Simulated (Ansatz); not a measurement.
Molecular dynamics, with input and output: W$_{8}$HC$_{8}$ (part 2 of 2)

W$_{8}$HC$_{8}$ (slab, 17 atoms in the cell); DFT r2SCAN-D3(BJ), scalar-relativistic, plane waves, PAW, PAW set soft_1, no spin polarisation (Ansatz 0.2.0); cutoff 500 eV, 3×3×1 k-mesh, Fermi–Dirac smearing of 0.15 eV. The structure derives from an entry of the Crystallography Open Database. The input holds or restrains some coordinates. It belongs to a series of runs on one base structure; here: dynamics from the start.

Geometry of the input (Å; fractional positions):
```
5.8034  0.0000  0.0000
-2.9017  5.0259  0.0000
0.0000  0.0000  15.2508
W  0.0000  0.0000  0.0656
C  0.3334  0.1665  0.1511
W  0.0002  0.0006  0.2521
C  0.3318  0.1680  0.3242
W  0.0000  0.5000  0.0656
C  0.3334  0.6670  0.1511
W  0.0002  0.4996  0.2521
C  0.3318  0.6639  0.3242
W  0.5000  0.0000  0.0656
C  0.8330  0.1665  0.1511
W  0.4999  -0.0000  0.2524
C  0.8359  0.1680  0.3242
W  0.5000  0.5000  0.0656
C  0.8333  0.6667  0.1528
W  0.4991  0.4996  0.2521
C  0.8331  0.6666  0.3320
H  0.8325  0.6665  0.4031
```

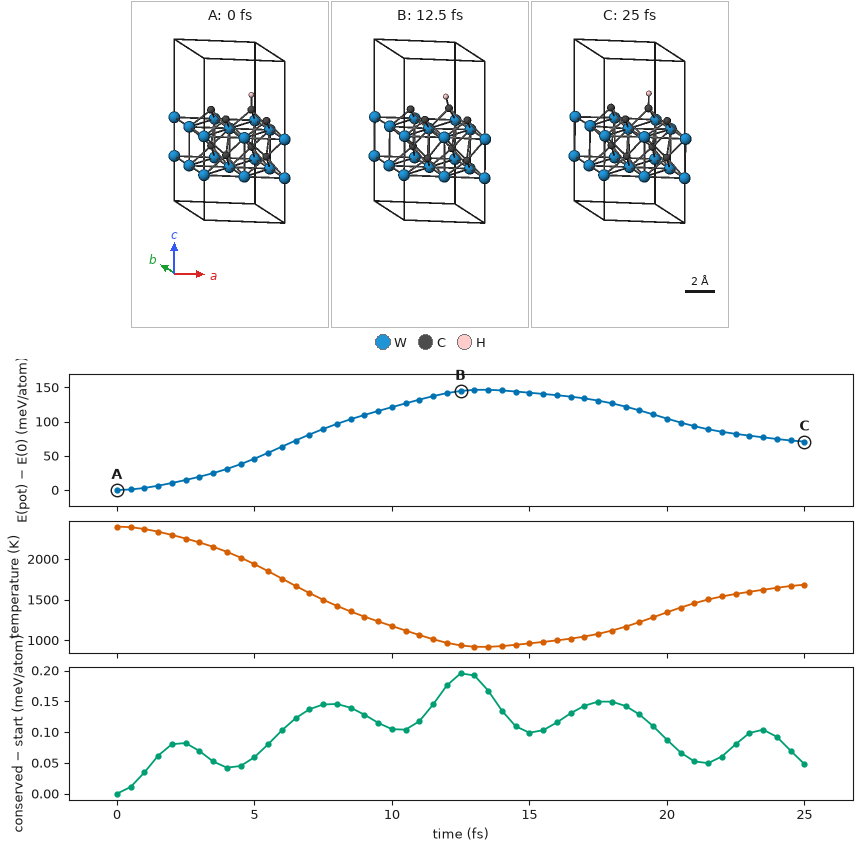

Fig. 1: Frames of the molecular dynamics (ball-and-stick, simulation cell, with the vacuum cut short, seen slightly off an axis) above the curves, on which the letters mark them. The trajectory kept here has 51 frames over 25 fs. The temperature starts at 2400 K, ranges from 919 to 2400 K and averages 1252 K over the second half. The potential energy ends 70.8 meV/atom above its first value. The conserved quantity stays within 0.2 meV/atom. With the common drift removed, the root-mean-square displacement is 0.13 Å, and H17 has moved furthest (0.25 Å).

```
SCF converged after 2 iterations
Free energy (F): -85202.500989 eV
Harris-Foulkes:  -85202.500989 eV  (|F-HF|=6.62e-9)
Internal energy: -85202.180259 eV  (E = F + TS)
E sigma→0 (E₀):  -85202.340624 eV
Entropy (-TS):   -0.320730 eV (-18.866 meV/atom)
Fermi energy:    4.344192 eV
--- Per-component energies (eV) ---
  E_band       = -2882.627569
  E_kinetic    = 4072.513607
  E_local      = -72352.546754  (includes V_loc(G=0)·N_el)
  E_nonlocal   = -8.159411
  E_hartree    = 34611.283526
  E_xc         = -2374.170820
  E_vxc        = -2531.223546  (∫ρ·V_xc dr)
  E_paw        = -69672.366174  (= ΣΔE_a)
  E_vpaw       = -1418.721841  (= ΣTr[D̂ρ^β])
  E_aug_tail   = 0.000436  (compensation charges beyond the density's cutoff)
  E_vtau       = 132.942883  (kinetic-family band-sum trace: ∫τ·v_τ [+ j·A + Jᵃ·Aᵃ] dr)
  E_ewald      = 20528.121168
  E_disp       = -1.952416  (pairwise vdW)
  E_core_change = -4.903421  (= ΣΔE_core)
  E_smearing   = -0.320730  (= −TS)
  E_closure    = -0.000000  (closes the sum)
  Σ components = -85202.500989   (vs F -85202.500989, Δ=0.00e0)
--- Forces (eV/Å), atoms counted from 1 ---
  atom   1  W      0.49612735    -0.77074218     0.34456434
  atom   2  C     -0.61089185     0.04624968     0.79858125
  atom   3  W     -2.61492299     2.83589854    -1.60125350
  atom   4  C      0.35520171     0.36467166     0.35096718
  atom   5  W      0.27191188    -0.34256569     0.53715725
  atom   6  C     -0.47251224     0.26079718    -0.21677502
  atom   7  W     -2.24746512    -0.43084556    -0.64162198
  atom   8  C      0.26957317    -0.84601220    -0.56546553
  atom   9  W      0.57398645    -0.41743473     0.11136372
  atom  10  C     -0.11981834     0.15896150     0.98702477
  atom  11  W      0.66561024     0.92526692    -1.26396853
  atom  12  C      0.06731512    -0.12130298     0.01688220
  atom  13  W      0.42352351    -0.15402203     0.17940765
  atom  14  C     -0.67852686     0.13014439     0.20097477
  atom  15  W      1.89649177    -0.82110400     1.05943005
  atom  16  C      1.76108725    -0.51461779    -1.05685511
  atom  17  H     -0.03663740    -0.30335182     0.75970486
  max |Σ_I F_I| component: 1.18e-4 eV/Å
--- MD trajectory: 50 steps, t = 0.0 → 25.0 fs ---
  final state: T = 1684.2 K   F+E_penalty+E_count = -85202.50098885 eV   E_kin = 2.830138 eV
  conserved energy: peak-to-peak 3.322e-3 eV (1.954e-4 eV/atom) over 25.0 fs
settings of this run that can trade accuracy for cost: accuracy: low. Do not mix this run's numbers with those of runs without the same settings; the input reference describes each key
```

### Trajectory as extended XYZ (Å, eV, eV/Å), 12 of the 51 frames kept, from step=0 to step=50
```
17
Lattice="5.8034 0.0000 0.0000 -2.9017 5.0259 0.0000 0.0000 0.0000 15.2508" Properties=species:S:1:pos:R:3:forces:R:3 step=0 time_fs=0.0 energy=-85203.70458 temperature=2400.0
W     0.0000    0.0000    1.0000   -0.0029  -0.1254   0.0228
C     1.4520    0.8368    2.3049   -0.0002   0.0003   0.0007
W    -0.0008    0.0033    3.8453    0.0017  -0.0005   0.0012
C     1.4379    0.8444    4.9447   -0.0007   0.0002   0.0008
W    -1.4508    2.5129    1.0000   -0.1111   0.0619   0.0239
C    -0.0003    3.3521    2.3050    0.0001  -0.0004   0.0012
W    -1.4487    2.5111    3.8454    0.0008   0.0004   0.0002
C    -0.0008    3.3365    4.9448   -0.0005  -0.0004   0.0014
W     2.9017    0.0000    1.0000   -0.0026  -0.0006  -0.0704
C     4.3510    0.8368    2.3050    0.0004   0.0001   0.0018
W     2.9010   -0.0001    3.8491    0.0002  -0.0006  -0.0026
C     4.3636    0.8442    4.9449    0.0015   0.0019   0.0012
W     1.4508    2.5129    1.0000    0.1050   0.0617   0.0207
C     2.9014    3.3505    2.3310    0.0007  -0.0001  -0.0035
W     1.4470    2.5110    3.8450    0.0019   0.0006   0.0016
C     2.9004    3.3503    5.0626   -0.0003  -0.0001   0.0009
H     2.8974    3.3497    6.1474    0.0059   0.0012  -0.0020
17
Lattice="5.8034 0.0000 0.0000 -2.9017 5.0259 0.0000 0.0000 0.0000 15.2508" Properties=species:S:1:pos:R:3:forces:R:3 step=5 time_fs=2.5 energy=-85203.45551 temperature=2252.6
W     0.0000    0.0000    1.0000    0.2885  -0.4177  -0.5984
C     1.4815    0.8477    2.2382   -0.3424  -0.3608   1.2148
W     0.0117   -0.0161    3.8547   -0.6070   0.2887  -0.1631
C     1.4235    0.8344    4.9364    0.1732   0.0294   0.1741
W    -1.4508    2.5129    1.0000    0.1033   0.0999  -0.2815
C     0.0404    3.3285    2.3017   -0.6467   0.3163   0.1654
W    -1.4376    2.5049    3.8562   -0.6632   0.1231  -0.4682
C    -0.0104    3.3341    4.9462    0.1332   0.1619   0.2941
W     2.9017    0.0000    1.0000    0.1659  -0.3487  -0.6609
C     4.3642    0.8098    2.2303   -0.0843   0.3524   1.4027
W     2.9011   -0.0077    3.8585    0.4166   0.4147  -0.2916
C     4.3763    0.8752    4.9508   -0.1531  -0.7092  -0.1406
W     1.4508    2.5129    1.0000    0.2966   0.1492  -0.6122
C     2.9129    3.3336    2.3044   -0.0058   0.1829   0.5659
W     1.4383    2.5076    3.8437    0.3652  -0.1703  -0.2375
C     2.8573    3.3599    5.0888    0.5120  -0.2257  -2.0190
H     2.7991    3.2027    6.1177    0.0482   0.1139   1.6562
17
Lattice="5.8034 0.0000 0.0000 -2.9017 5.0259 0.0000 0.0000 0.0000 15.2508" Properties=species:S:1:pos:R:3:forces:R:3 step=9 time_fs=4.5 energy=-85203.06151 temperature=2017.8
W     0.0000    0.0000    1.0000    0.6142  -0.6896  -1.1047
C     1.5040    0.8552    2.1890   -0.6343  -0.6023   2.0657
W     0.0216   -0.0315    3.8623   -1.0985   0.4372  -0.2130
C     1.4126    0.8265    4.9304    0.3284   0.0629   0.2938
W    -1.4508    2.5129    1.0000    0.2859   0.1250  -0.5170
C     0.0708    3.3106    2.2997   -1.1611   0.5766   0.2807
W    -1.4288    2.4999    3.8648   -1.1046   0.2535  -0.8465
C    -0.0176    3.3328    4.9484    0.2464   0.2972   0.5075
W     2.9017    0.0000    1.0000    0.3046  -0.6880  -1.1594
C     4.3745    0.7893    2.1753   -0.1970   0.6613   2.3772
W     2.9012   -0.0136    3.8659    0.6714   0.6882  -0.4214
C     4.3860    0.8975    4.9549   -0.2541  -1.2577  -0.2002
W     1.4508    2.5129    1.0000    0.4576   0.2623  -1.1346
C     2.9220    3.3207    2.2851   -0.0279   0.3283   0.9569
W     1.4314    2.5049    3.8426    0.6375  -0.3150  -0.3789
C     2.8244    3.3668    5.1036    0.6985  -0.7367  -0.5032
H     2.7230    3.0914    6.1525    0.2329   0.5967  -0.0030
17
Lattice="5.8034 0.0000 0.0000 -2.9017 5.0259 0.0000 0.0000 0.0000 15.2508" Properties=species:S:1:pos:R:3:forces:R:3 step=14 time_fs=7.0 energy=-85202.32620 temperature=1581.1
W     0.0000    0.0000    1.0000    1.0894  -1.0427  -1.6676
C     1.5291    0.8619    2.1369   -1.0025  -0.8155   2.9053
W     0.0335   -0.0506    3.8716   -1.6718   0.5281  -0.2110
C     1.4005    0.8170    4.9242    0.5167   0.1179   0.4165
W    -1.4508    2.5129    1.0000    0.5048   0.1380  -0.7549
C     0.1034    3.2910    2.2984   -1.7355   0.8784   0.3898
W    -1.4182    2.4938    3.8752   -1.5645   0.4256  -1.2545
C    -0.0255    3.3325    4.9534    0.3744   0.4460   0.7230
W     2.9017    0.0000    1.0000    0.4789  -1.1371  -1.7261
C     4.3864    0.7668    2.1175   -0.3844   1.0499   3.3346
W     2.9015   -0.0207    3.8750    0.8990   0.9379  -0.5018
C     4.3969    0.9197    4.9593   -0.3357  -1.8508  -0.2172
W     1.4508    2.5129    1.0000    0.6446   0.4265  -1.7180
C     2.9334    3.3061    2.2654   -0.0817   0.4944   1.3454
W     1.4229    2.5014    3.8410    0.9717  -0.4892  -0.4456
C     2.7865    3.3717    5.1203    0.7942  -1.3744   0.8096
H     2.6416    2.9875    6.1916    0.5022   1.2670  -1.4274
17
Lattice="5.8034 0.0000 0.0000 -2.9017 5.0259 0.0000 0.0000 0.0000 15.2508" Properties=species:S:1:pos:R:3:forces:R:3 step=18 time_fs=9.0 energy=-85201.83924 temperature=1291.2
W     0.0000    0.0000    1.0000    1.4580  -1.2996  -2.0070
C     1.5456    0.8643    2.1055   -1.2720  -0.8983   3.3725
W     0.0427   -0.0658    3.8791   -2.0761   0.5187  -0.1682
C     1.3926    0.8097    4.9207    0.6475   0.1891   0.5008
W    -1.4508    2.5129    1.0000    0.6537   0.1291  -0.8797
C     0.1233    3.2784    2.2988   -2.0957   1.0751   0.4383
W    -1.4101    2.4891    3.8832   -1.8567   0.5385  -1.5023
C    -0.0304    3.3338    4.9600    0.4619   0.5190   0.8362
W     2.9017    0.0000    1.0000    0.6148  -1.4622  -2.0766
C     4.3945    0.7525    2.0830   -0.5457   1.3217   3.8634
W     2.9019   -0.0263    3.8822    1.0215   1.0687  -0.5432
C     4.4045    0.9308    4.9620   -0.3641  -2.2037  -0.2012
W     1.4508    2.5129    1.0000    0.7662   0.5418  -2.0652
C     2.9421    3.2962    2.2543   -0.1458   0.6059   1.5698
W     1.4164    2.4985    3.8397    1.2225  -0.6180  -0.4316
C     2.7590    3.3710    5.1359    1.0068  -1.2082   0.1340
H     2.5969    2.9556    6.1689    0.5033   1.1823  -0.8397
17
Lattice="5.8034 0.0000 0.0000 -2.9017 5.0259 0.0000 0.0000 0.0000 15.2508" Properties=species:S:1:pos:R:3:forces:R:3 step=23 time_fs=11.5 energy=-85201.37040 temperature=1012.4
W     0.0000    0.0000    1.0000    1.7986  -1.5355  -2.2374
C     1.5605    0.8634    2.0816   -1.5329  -0.8872   3.6899
W     0.0536   -0.0847    3.8883   -2.4890   0.5102  -0.1344
C     1.3857    0.8016    4.9187    0.7730   0.3016   0.5915
W    -1.4508    2.5129    1.0000    0.7870   0.0931  -0.9415
C     0.1388    3.2675    2.3012   -2.3773   1.2340   0.4423
W    -1.4006    2.4833    3.8929   -2.1170   0.6091  -1.6985
C    -0.0345    3.3378    4.9720    0.5422   0.5208   0.8810
W     2.9017    0.0000    1.0000    0.7698  -1.7507  -2.3333
C     4.4022    0.7407    2.0574   -0.7104   1.5490   4.2168
W     2.9028   -0.0329    3.8910    1.1166   1.1735  -0.5976
C     4.4123    0.9348    4.9645   -0.3651  -2.4530  -0.1714
W     1.4508    2.5129    1.0000    0.8674   0.6188  -2.2820
C     2.9524    3.2865    2.2476   -0.2468   0.7043   1.7298
W     1.4086    2.4947    3.8379    1.4900  -0.7647  -0.3553
C     2.7294    3.3652    5.1548    1.5353  -0.1305  -2.5062
H     2.5659    2.9734    6.1098    0.1583   0.2073   1.7063
17
Lattice="5.8034 0.0000 0.0000 -2.9017 5.0259 0.0000 0.0000 0.0000 15.2508" Properties=species:S:1:pos:R:3:forces:R:3 step=27 time_fs=13.5 energy=-85201.21254 temperature=918.7
W     0.0000    0.0000    1.0000    1.9113  -1.6249  -2.2438
C     1.5670    0.8594    2.0757   -1.6481  -0.8008   3.7275
W     0.0617   -0.0996    3.8957   -2.7217   0.6452  -0.2145
C     1.3830    0.7961    4.9191    0.8348   0.3707   0.6417
W    -1.4508    2.5129    1.0000    0.8422   0.0473  -0.9119
C     0.1426    3.2633    2.3048   -2.4473   1.2764   0.4003
W    -1.3934    2.4788    3.9002   -2.2372   0.5859  -1.7655
C    -0.0359    3.3429    4.9848    0.5680   0.4478   0.8272
W     2.9017    0.0000    1.0000    0.8695  -1.8429  -2.3689
C     4.4059    0.7368    2.0521   -0.7763   1.6030   4.2552
W     2.9038   -0.0379    3.8979    1.1547   1.2311  -0.6455
C     4.4173    0.9292    4.9658   -0.3490  -2.4846  -0.1580
W     1.4508    2.5129    1.0000    0.9022   0.6043  -2.2546
C     2.9597    3.2813    2.2485   -0.3380   0.7398   1.7508
W     1.4027    2.4915    3.8364    1.6479  -0.8780  -0.2498
C     2.7111    3.3596    5.1620    1.6679  -0.0030  -2.7843
H     2.5498    3.0019    6.1223    0.1191   0.0826   1.9942
17
Lattice="5.8034 0.0000 0.0000 -2.9017 5.0259 0.0000 0.0000 0.0000 15.2508" Properties=species:S:1:pos:R:3:forces:R:3 step=32 time_fs=16.0 energy=-85201.34783 temperature=998.7
W     0.0000    0.0000    1.0000    1.8205  -1.5971  -2.0166
C     1.5676    0.8508    2.0850   -1.6469  -0.6313   3.5078
W     0.0710   -0.1181    3.9048   -2.8812   1.0211  -0.4676
C     1.3833    0.7910    4.9226    0.8515   0.4172   0.6656
W    -1.4508    2.5129    1.0000    0.8395  -0.0258  -0.7721
C     0.1364    3.2636    2.3109   -2.3315   1.2180   0.2977
W    -1.3851    2.4733    3.9088   -2.2923   0.4462  -1.7325
C    -0.0350    3.3512    5.0044    0.5500   0.2668   0.6485
W     2.9017    0.0000    1.0000    0.9407  -1.7598  -2.1830
C     4.4070    0.7390    2.0645   -0.7494   1.4933   4.0077
W     2.9054   -0.0438    3.9064    1.1596   1.2759  -0.7251
C     4.4219    0.9110    4.9668   -0.3123  -2.2984  -0.1627
W     1.4508    2.5129    1.0000    0.8865   0.4931  -1.9769
C     2.9674    3.2781    2.2574   -0.4535   0.7239   1.6382
W     1.3958    2.4872    3.8345    1.7625  -1.0063  -0.0795
C     2.6955    3.3519    5.1603    1.3622  -0.8655   0.1667
H     2.5392    3.0484    6.2241    0.4941   0.8286  -0.8162
17
Lattice="5.8034 0.0000 0.0000 -2.9017 5.0259 0.0000 0.0000 0.0000 15.2508" Properties=species:S:1:pos:R:3:forces:R:3 step=36 time_fs=18.0 energy=-85201.55023 temperature=1119.4
W     0.0000    0.0000    1.0000    1.5894  -1.4761  -1.6559
C     1.5622    0.8417    2.1052   -1.5282  -0.4737   3.1344
W     0.0778   -0.1326    3.9120   -2.9218   1.3867  -0.7143
C     1.3866    0.7884    4.9278    0.8081   0.4421   0.6552
W    -1.4508    2.5129    1.0000    0.7786  -0.0933  -0.5774
C     0.1230    3.2684    2.3170   -2.0834   1.0878   0.1860
W    -1.3790    2.4690    3.9152   -2.2917   0.2635  -1.6015
C    -0.0324    3.3588    5.0225    0.5107   0.0510   0.4314
W     2.9017    0.0000    1.0000    0.9402  -1.5495  -1.8529
C     4.4051    0.7462    2.0890   -0.6477   1.2810   3.5879
W     2.9069   -0.0482    3.9129    1.1285   1.2787  -0.8285
C     4.4244    0.8882    4.9670   -0.2633  -1.9731  -0.1715
W     1.4508    2.5129    1.0000    0.8293   0.3525  -1.5965
C     2.9718    3.2782    2.2704   -0.5365   0.6632   1.4455
W     1.3907    2.4835    3.8329    1.8088  -1.0651   0.0929
C     2.6881    3.3431    5.1585    1.3502  -0.9592   1.3155
H     2.5501    3.1172    6.2831    0.5288   0.7835  -1.8505
17
Lattice="5.8034 0.0000 0.0000 -2.9017 5.0259 0.0000 0.0000 0.0000 15.2508" Properties=species:S:1:pos:R:3:forces:R:3 step=41 time_fs=20.5 energy=-85202.02774 temperature=1402.8
W     0.0000    0.0000    1.0000    1.1895  -1.2435  -1.0277
C     1.5486    0.8282    2.1443   -1.2591  -0.2749   2.4541
W     0.0855   -0.1504    3.9208   -2.8845   1.8605  -1.0268
C     1.3944    0.7871    4.9372    0.6803   0.4530   0.6000
W    -1.4508    2.5129    1.0000    0.6373  -0.1840  -0.2395
C     0.0970    3.2791    2.3253   -1.6076   0.8385   0.0327
W    -1.3720    2.4638    3.9228   -2.2746  -0.0064  -1.3215
C    -0.0267    3.3685    5.0469    0.4408  -0.2777   0.0959
W     2.9017    0.0000    1.0000    0.8643  -1.1656  -1.2501
C     4.4000    0.7609    2.1355   -0.4622   0.9118   2.8229
W     2.9091   -0.0533    3.9209    1.0372   1.2216  -1.0051
C     4.4265    0.8509    4.9664   -0.1684  -1.3942  -0.1580
W     1.4508    2.5129    1.0000    0.7110   0.1524  -0.9942
C     2.9750    3.2812    2.2932   -0.6174   0.5277   1.0945
W     1.3849    2.4786    3.8309    1.8526  -1.0504   0.3851
C     2.6851    3.3279    5.1615    1.5798  -0.5945   0.3764
H     2.5906    3.2421    6.2654    0.2809   0.2257  -0.8389
17
Lattice="5.8034 0.0000 0.0000 -2.9017 5.0259 0.0000 0.0000 0.0000 15.2508" Properties=species:S:1:pos:R:3:forces:R:3 step=45 time_fs=22.5 energy=-85202.30867 temperature=1570.1
W     0.0000    0.0000    1.0000    0.8552  -1.0299  -0.4345
C     1.5331    0.8163    2.1846   -0.9821  -0.1242   1.7707
W     0.0909   -0.1642    3.9276   -2.7930   2.2726  -1.2872
C     1.4031    0.7877    4.9469    0.5389   0.4288   0.5141
W    -1.4508    2.5129    1.0000    0.4857  -0.2571   0.0897
C     0.0703    3.2907    2.3322   -1.1300   0.5909  -0.0848
W    -1.3670    2.4596    3.9286   -2.2632  -0.2150  -1.0313
C    -0.0206    3.3753    5.0669    0.3705  -0.5481  -0.1994
W     2.9017    0.0000    1.0000    0.7532  -0.8209  -0.6646
C     4.3941    0.7760    2.1830   -0.3028   0.5776   2.0592
W     2.9112   -0.0571    3.9271    0.9080   1.1188  -1.1476
C     4.4274    0.8159    4.9654   -0.0674  -0.8465  -0.1074
W     1.4508    2.5129    1.0000    0.5897   0.0001  -0.4664
C     2.9753    3.2855    2.3154   -0.6587   0.3730   0.7343
W     1.3807    2.4744    3.8295    1.8886  -0.9672   0.6843
C     2.6883    3.3134    5.1652    1.7591  -0.4960  -1.6589
H     2.6358    3.3540    6.2147    0.0483  -0.0569   1.2298
17
Lattice="5.8034 0.0000 0.0000 -2.9017 5.0259 0.0000 0.0000 0.0000 15.2508" Properties=species:S:1:pos:R:3:forces:R:3 step=50 time_fs=25.0 energy=-85202.50099 temperature=1684.2
W     0.0000    0.0000    1.0000    0.4961  -0.7708   0.3446
C     1.5094    0.8010    2.2427   -0.6109   0.0463   0.7986
W     0.0969   -0.1807    3.9357   -2.6149   2.8359  -1.6012
C     1.4163    0.7904    4.9613    0.3552   0.3647   0.3510
W    -1.4508    2.5129    1.0000    0.2719  -0.3426   0.5372
C     0.0320    3.3078    2.3403   -0.4725   0.2608  -0.2168
W    -1.3614    2.4542    3.9356   -2.2475  -0.4308  -0.6416
C    -0.0113    3.3813    5.0908    0.2696  -0.8460  -0.5655
W     2.9017    0.0000    1.0000    0.5740  -0.4174   0.1114
C     4.3855    0.7974    2.2514   -0.1198   0.1590   0.9870
W     2.9140   -0.0616    3.9344    0.6656   0.9253  -1.2640
C     4.4284    0.7686    4.9637    0.0673  -0.1213   0.0169
W     1.4508    2.5129    1.0000    0.4235  -0.1540   0.1794
C     2.9727    3.2926    2.3463   -0.6785   0.1301   0.2010
W     1.3760    2.4689    3.8278    1.8965  -0.8211   1.0594
C     2.7002    3.2930    5.1631    1.7611  -0.5146  -1.0568
H     2.6954    3.4912    6.2101   -0.0366  -0.3034   0.7597
```
